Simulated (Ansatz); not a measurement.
# KI (Fm-3m): the PBE gap against the k mesh of the density

How far can the k mesh of the density be lowered for the gap of KI (Fm-3m)?

Method: DFT, PBE, plane waves, PAW, in Ansatz 0.2.0.

## Step 1: The structure

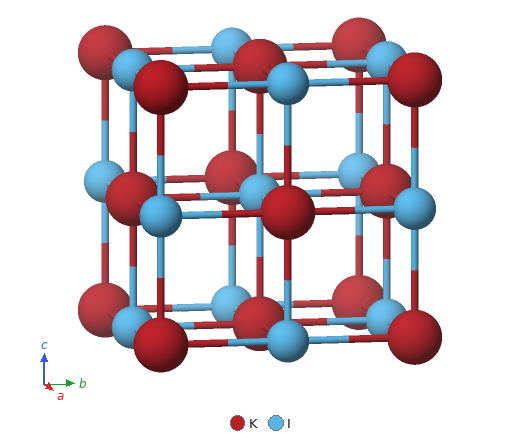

The starting structure, seen slightly off an axis (potassium red, iodine blue). This picture shows the conventional cell, with its axes. Some periodic images of atoms are drawn too.

Structure file:

```cif
data_structure
_symmetry_space_group_name_H-M 'P 1'
_symmetry_Int_Tables_number 1
_cell_length_a 4.9961
_cell_length_b 4.9961
_cell_length_c 4.9961
_cell_angle_alpha 60.000
_cell_angle_beta 60.000
_cell_angle_gamma 60.000
_cell_volume 88.18
loop_
_atom_site_label
_atom_site_type_symbol
_atom_site_fract_x
_atom_site_fract_y
_atom_site_fract_z
_atom_site_occupancy
K1 K 0.00000 0.00000 0.00000 1
I2 I 0.50000 0.50000 0.50000 1
```

The cell and positions come from the Crystallography Open Database and are kept as given unless a step says otherwise. Spin-orbit coupling is left out unless a step names it. The default PAW set here is soft_2. Its files were made with PBE.

## Step 2: k mesh of the density: 2×2×2

input.yaml reads:

```yaml
crystal:
  lattice:
    - [0.0, 3.532775, 3.532775]
    - [3.532775, 0.0, 3.532775]
    - [3.532775, 3.532775, 0.0]
  atoms:
    - { symbol: K, position: [0.0, 0.0, 0.0] }
    - { symbol: I, position: [0.5, 0.5, 0.5] }
kpoints:
  mp_grid: { grid: [2, 2, 2] }
  band_path:
    path:
      - [0.0, 0.0, 0.0]
      - [0.5, 0.0, 0.5]
      - [0.625, 0.25, 0.625]
      - [0.375, 0.375, 0.75]
      - [0.5, 0.5, 0.5]
      - [0.5, 0.25, 0.75]
    npoints: 1
hamiltonian:
  xc: pbe
scf:
  occupations: { method: fixed }
  n_extra_bands: 4
output:
  eigenvalues: true
```

Run with:

```sh
$ ansatz run input.yaml --threads 3 --pin off --max-ram 92160MiB --backend cuda --events-out ev --progress --plain --runs-dir out --devices 1 --max-vram 13GiB
```

Numbers of over 12 decimals in the logs are rounded to 6 here.

What it wrote:

```text
scf.n_extra_bands = 4 over 13 filled bands (N_el = 26.0): the run solves 17 bands
GPUs: using 1 of 1 available (devices: 1).
Engine: ansatz 0.2.0, x86_64-unknown-linux-gnu
Pseudopotentials: kind: paw
Pseudopotential: K, paw, valence charge 9, recommended cutoff 420 eV (normal), K.paw.azcp
Pseudopotential: I, paw, valence charge 17, recommended cutoff 420 eV (normal), I.paw.azcp
Functional definition: PBE
  parameter kappa = 0.804
  parameter beta = 0.066725
  exchange = pbe_x(kappa = kappa, mu = beta*pi^2/3)
  correlation = pbe_c(beta = beta)
device memory: the entry about to start is reckoned to put 1.8 GiB on a device that reports 60.2 GiB free (of which the cap on the GPU budget leaves the run 13.0 GiB)
GPU FFT provider: cuFFT
GPU libraries: cuBLAS 13.8.2, cuFFT 12.4.0, cuSOLVER 12.3.4
Crystal: 2 atoms, lattice volume = 88.182 Å³
Basis set: ecut = 420 eV, 1759 PW (Γ)
Bands: 17, of which v1, the nominal top of the filled ones, is band 13 counted from 1 (12 counted from 0)
Symmetry: 48 space group operations
Space group: Fm-3m (ITA 225), of the structure as read, at distance tolerance 4.5e-5 Å
k-points: 3 of 8
Non-local potential: K, projectors of the file, l = 0: 3, l = 1: 2, l = 2: 2
Non-local potential: I, projectors of the file, l = 0: 2, l = 1: 2, l = 2: 2, l = 3: 2
PAW form: soft (Blöchl's): semilocal exchange-correlation on the pseudo side does not see the compensation charge
PAW one-centre angular grid: K, 110 points (default); XC on 64 Gauss nodes
PAW one-centre angular grid: I, 590 points (default); XC on 64 Gauss nodes
Initial density: superposition of atomic densities (neutral atoms: chi_scale 0, normalization atom), corrected by the library's trained network
Initial wavefunctions: pseudopotential atomic-orbital guess
GPU buffer pool allocated for 46656 grid points (all kernels)
GPU transforms: local potential and band sums: pruned to the plane-wave sphere, on 36×36×36
Functional: x = pbe(κ = 0.804, μ = 0.219515), c = pbe(β = 0.066725)
SCF iter   1: F=—  HF=-9053.542223 eV  |F-HF|=—  |Δ(HF+E_count)|=         —  Δρ=1.59e-3  dr2=6.85e-3  ethr=1.77e-3  ⟨swp⟩=5.7  Hψ=239  notcnv=0  defer=2
preconditioner: auto → none  [insulator: Δε(μ)=3.960 eV  Ē_g=13.866 eV  n_scr=14 (ndim 8)  ℏωp=14.8 eV  f_vac=0.139  ε∞_Penn≈2.1]
SCF iter   2: F=—  HF=-9053.540322 eV  |F-HF|=—  |Δ(HF+E_count)|=   1.90e-3  Δρ=5.53e-4  dr2=3.08e-4  ethr=2.64e-5  ⟨swp⟩=3.0  Hψ=124  notcnv=0  defer=4
SCF iter   3: F=—  HF=-9053.540450 eV  |F-HF|=—  |Δ(HF+E_count)|=   1.28e-4  Δρ=2.38e-4  dr2=6.69e-5  ethr=1.19e-6  ⟨swp⟩=2.0  Hψ=98  notcnv=0  defer=4
SCF iter   4: F=—  HF=-9053.540651 eV  |F-HF|=—  |Δ(HF+E_count)|=   2.01e-4  Δρ=4.61e-5  dr2=1.70e-6  ethr=2.57e-7  ⟨swp⟩=3.3  Hψ=95  notcnv=0  defer=4
iter 5 did not close the SCF: its close was put off for the readings that it lacked (scf_convergence_deferred on its scf_iter line)
SCF iter   5: F=-9053.540655 eV  HF=-9053.540655 eV  |F-HF|=1.54e-8  |Δ(HF+E_count)|=   3.45e-6  Δρ=5.30e-6  dr2=4.30e-8  ethr=6.55e-9  ⟨swp⟩=3.0  Hψ=97  notcnv=0  defer=4
SCF iter   6: F=-9053.540655 eV  HF=-9053.540655 eV  |F-HF|=2.22e-10  |Δ(HF+E_count)|=   1.74e-8  Δρ=1.13e-6  dr2=8.05e-10  ethr=1.65e-10  ⟨swp⟩=4.7  Hψ=248  notcnv=0
SCF 1 converged in 6 iterations: F = -9053.540655 eV  dr2 = 8.05e-10
[...]
device memory: the entry about to start is reckoned to put 1.1 GiB on a device that reports 59.7 GiB free (of which the cap on the GPU budget leaves the run 13.0 GiB)
NSCF: frozen V_eff on 6 k-points
SCF converged after 6 iterations
Free energy (F): -9053.540655 eV
Harris-Foulkes:  -9053.540655 eV  (|F-HF|=2.22e-10)
Internal energy: -9053.540655 eV  (E = F + TS)
E sigma→0 (E₀):  -9053.540655 eV
Fermi energy:    2.353827 eV
--- Per-component energies (eV) ---
  E_band       = -519.319696
  E_kinetic    = 443.743928
  E_local      = -2833.125927  (includes V_loc(G=0)·N_el)
  E_nonlocal   = -77.171622
  E_hartree    = 1344.457505
  E_xc         = -263.656976
  E_vxc        = -294.032864  (∫ρ·V_xc dr)
  E_paw        = -5599.355198  (= ΣΔE_a)
  E_vpaw       = -447.647190  (= ΣTr[D̂ρ^β])
  E_aug_tail   = -0.000007  (compensation charges beyond the density's cutoff)
  E_ewald      = -2068.432357
  E_smearing   = -0.000000  (= −TS)
  E_closure    = 0.000000  (closes the sum)
  Σ components = -9053.540655   (vs F -9053.540655, Δ=0.00e0)
--- Band table (eV) ---
  k-point 0: bands = [... 9 lower, -8.1236, 2.3538, 2.3538, 2.3538, 6.2893, 8.7989, 8.7989, 8.7989]
  k-point 1: bands = [... 9 lower, -7.8536, 1.0217, 2.0128, 2.0128, 7.8534, 10.0305, 10.4700, 10.4700]
  k-point 2: bands = [... 9 lower, -7.9786, 1.3479, 1.9834, 1.9834, 7.2521, 8.0693, 10.3718, 10.9702]
```

Elapsed: 8 s, on 1 × NVIDIA H100 80GB HBM3 (shared by 6 runs) with 3 threads of AMD EPYC 7R13 (Zen 3), shared host; peak memory 0.87 GiB; 3.7 s of CPU time.

In the SCF lines HF is the Harris–Foulkes energy and dr2 the Hartree energy of the density residual, in eV; the loop may stop once dr2 is under the threshold and the program's other checks hold. Hψ counts applications of the Hamiltonian.

Numbers from this step:

| Quantity | Value |
| --- | --- |
| gap | 3.936 eV |
| valence top at | Γ |
| conduction bottom at | Γ |
| least direct gap | 3.936 eV |

The gap is direct, at Γ.

## Step 3: k mesh of the density: 4×4×4

input.yaml: that of step 2 with these lines changed.

```diff
@@ -9,3 +9,3 @@
 kpoints:
-  mp_grid: { grid: [2, 2, 2] }
+  mp_grid: { grid: [4, 4, 4] }
   band_path:
```

What it wrote:

```text
[...]
GPUs: using 1 of 1 available (devices: 1).
[...]
GPU FFT provider: cuFFT
GPU libraries: cuBLAS 13.8.2, cuFFT 12.4.0, cuSOLVER 12.3.4
Crystal: 2 atoms, lattice volume = 88.182 Å³
Basis set: ecut = 420 eV, 1759 PW (Γ)
Bands: 17, of which v1, the nominal top of the filled ones, is band 13 counted from 1 (12 counted from 0)
[... 1 set-up line as in the run before ...]
[...]
k-points: 8 of 64
[...]
E sigma→0 (E₀):  -9053.689078 eV
Fermi energy:    2.267640 eV
[...]
--- Band table (eV; the first three rows and the last of 8) ---
  k-point 0: bands = [... 9 lower, -8.2339, 2.2676, 2.2676, 2.2676, 6.2342, 8.7740, 8.7740, 8.7740]
  k-point 1: bands = [... 9 lower, -8.0914, 1.5091, 2.0914, 2.0914, 7.3291, 8.8465, 9.3824, 9.3824]
  k-point 2: bands = [... 9 lower, -7.9566, 0.9497, 1.9315, 1.9315, 7.7954, 9.9767, 10.4316, 10.4316]
  k-point 7: bands = [... 9 lower, -8.0325, 1.5417, 1.5417, 1.6690, 8.7387, 8.7387, 8.9137, 10.4549]
[key lines of the parts left out:]
SCF converged after 6 iterations
Free energy (F): -9053.689078 eV
```

Wall time 8.2 s (1 × NVIDIA H100 80GB HBM3 (shared by 6 runs) with 3 threads); peak memory 0.88 GiB; 3.1 s of CPU time.

This step gave:

- gap: 3.967 eV
- valence top at: Γ
- conduction bottom at: Γ
- least direct gap: 3.967 eV

The gap is 3.967 eV, +0.031 eV from the run before at this level.

## Step 4: k mesh of the density: 6×6×6 (the default)

input.yaml, the sections that differ from step 3:

```yaml
kpoints:
  mp_grid: { grid: [6, 6, 6] }
  band_path:
    path:
      - [[0.0, 0.0, 0.0], [0.5, 0.0, 0.5], [0.625, 0.25, 0.625]]
      - [[0.375, 0.375, 0.75], [0.0, 0.0, 0.0], [0.5, 0.5, 0.5], [0.5, 0.25, 0.75], [0.5, 0.0, 0.5]]
    npoints: 10
scf:
  occupations: { method: fermi_dirac, width: 0.02 }
  n_extra_bands: 4
output:
  eigenvalues: true
  write_density: true
  write_potential: true
  elf: true
  volumetric_format: npy
# crystal, hamiltonian: as in step 3
```

What it wrote:

```text
[...]
GPUs: using 1 of 1 available (devices: 1).
[...]
GPU FFT provider: cuFFT
GPU libraries: cuBLAS 13.8.2, cuFFT 12.4.0, cuSOLVER 12.3.4
Crystal: 2 atoms, lattice volume = 88.182 Å³
Basis set: ecut = 420 eV, 1759 PW (Γ)
Bands: 17, of which v1, the nominal top of the filled ones, is band 13 counted from 1 (12 counted from 0)
[... 1 set-up line as in the run before ...]
[...]
k-points: 16 of 216
[...]
E sigma→0 (E₀):  -9053.689942 eV
Fermi energy:    4.261863 eV
[...]
--- Band table (eV; the first three rows and the last of 16) ---
  k-point 0: bands = [... 9 lower, -8.2351, 2.2667, 2.2667, 2.2667, 6.2336, 8.7736, 8.7736, 8.7736]
  k-point 1: bands = [... 9 lower, -8.1626, 1.8495, 2.1763, 2.1763, 6.8564, 8.6929, 9.0642, 9.0642]
  k-point 2: bands = [... 9 lower, -8.0244, 1.2130, 2.0088, 2.0088, 7.6207, 9.2921, 9.7694, 9.7694]
  k-point 15: bands = [... 9 lower, -8.0482, 1.3977, 1.7059, 1.7239, 7.9401, 8.6670, 9.6795, 10.5848]
[key lines of the parts left out:]
SCF converged after 6 iterations
Free energy (F): -9053.689942 eV
```

The job ended after 8.1 s (1 × NVIDIA H100 80GB HBM3 (shared by 6 runs) with 3 threads; peak memory 0.9 GiB; 2.8 s of CPU time).

This step gave:

```yaml
gap: 3.967 eV
valence_top_at: Γ
conduction_bottom_at: Γ
least_direct_gap: 3.967 eV
```

The gap is 3.967 eV, as in the run before at this level.

## Step 5: k mesh of the density: 8×8×8

input.yaml, the sections that differ from step 4:

```yaml
kpoints:
  mp_grid: { grid: [8, 8, 8] }
  band_path:
    path:
      - [0.0, 0.0, 0.0]
      - [0.5, 0.0, 0.5]
      - [0.625, 0.25, 0.625]
      - [0.375, 0.375, 0.75]
      - [0.5, 0.5, 0.5]
      - [0.5, 0.25, 0.75]
    npoints: 1
scf:
  occupations: { method: fixed }
  n_extra_bands: 4
output:
  eigenvalues: true
# crystal, hamiltonian: as in step 4
```

What it wrote:

```text
[...]
GPUs: using 1 of 1 available (devices: 1).
[...]
GPU FFT provider: cuFFT
GPU libraries: cuBLAS 13.8.2, cuFFT 12.4.0, cuSOLVER 12.3.4
Crystal: 2 atoms, lattice volume = 88.182 Å³
Basis set: ecut = 420 eV, 1759 PW (Γ)
Bands: 17, of which v1, the nominal top of the filled ones, is band 13 counted from 1 (12 counted from 0)
[... 1 set-up line as in the run before ...]
[...]
k-points: 29 of 512
[...]
E sigma→0 (E₀):  -9053.689955 eV
Fermi energy:    2.266714 eV
[...]
--- Band table (eV; the first three rows and the last of 29) ---
  k-point 0: bands = [... 9 lower, -8.2351, 2.2667, 2.2667, 2.2667, 6.2336, 8.7736, 8.7736, 8.7736]
  k-point 1: bands = [... 9 lower, -8.1923, 2.0103, 2.2132, 2.2132, 6.6151, 8.7006, 8.9418, 8.9418]
  k-point 2: bands = [... 9 lower, -8.0925, 1.5083, 2.0905, 2.0905, 7.3284, 8.8460, 9.3821, 9.3821]
  k-point 28: bands = [... 9 lower, -8.0337, 1.5408, 1.5408, 1.6681, 8.7381, 8.7381, 8.9134, 10.4546]
[key lines of the parts left out:]
SCF converged after 6 iterations
Free energy (F): -9053.689955 eV
```

Wall time 4.5 s (1 × NVIDIA H100 80GB HBM3 (shared by 6 runs) with 3 threads); peak memory 0.89 GiB; 2.7 s of CPU time.

Numbers from this step:

* gap: 3.967 eV
* valence top at: Γ
* conduction bottom at: Γ
* least direct gap: 3.967 eV

The gap is 3.967 eV, as in the run before at this level.

## Step 6: The series

Differences are against the last row; a negative gap means that bands overlap, and a run with a band path holds that path's time. Times are wall times on 1 × NVIDIA H100 80GB HBM3 (shared by 6 runs) with 3 threads of AMD EPYC 7R13 (Zen 3), shared host, good to a factor of about two.

| k mesh of the density | gap (eV) | direct gap (eV) | gap error (eV) | energy error (meV/atom) | irreducible k | time |
| --- | --- | --- | --- | --- | --- | --- |
| 2×2×2 | 3.936 | 3.936 | −0.031 | +74.7 | 3 | 8 s |
| 4×4×4 | 3.967 | 3.967 | −0.0003 | +0.4 | 8 | 8.2 s |
| 6×6×6 | 3.967 | 3.967 | +0.000 | +0.0 | 16 | 8.1 s |
| 8×8×8 | 3.967 | 3.967 | +0.000 | +0.0 | 29 | 4.5 s |

## Step 7: What came out

| Item | Value |
| --- | --- |
| 2×2×2 | 3.936 eV |
| 4×4×4 | 3.967 eV |
| 6×6×6 | 3.967 eV |
| 8×8×8 | 3.967 eV |

**Reading.** The gap holds to 0.02 eV from 4×4×4 on. At 2×2×2 the gap is off by −0.031 eV and the energy by +75 meV/atom. The gap is read over the mesh and added points near the edges, so meshes differ mainly through the density and, for a hybrid, the exchange operator.

[Paths, hosts, dates, memory and timing lines, banners, echoed tables and standing remarks are left out of the program output.]

[Logs are printed without paths, hosts, clocks, repeated set-up lines and the standing remarks that a program may print on its own settings, such as how far it seeks lower states.]

[Runs of the session that timed out or met a known fault of the program may be left out.]

[Cells called generated may have been cut or substituted from an entry of the Crystallography Open Database or the Materials Project.]

[Hosts, paths, dates, database ids (printed as entryN), source tags and the programs' standing remarks are cut or masked in the printed files.]
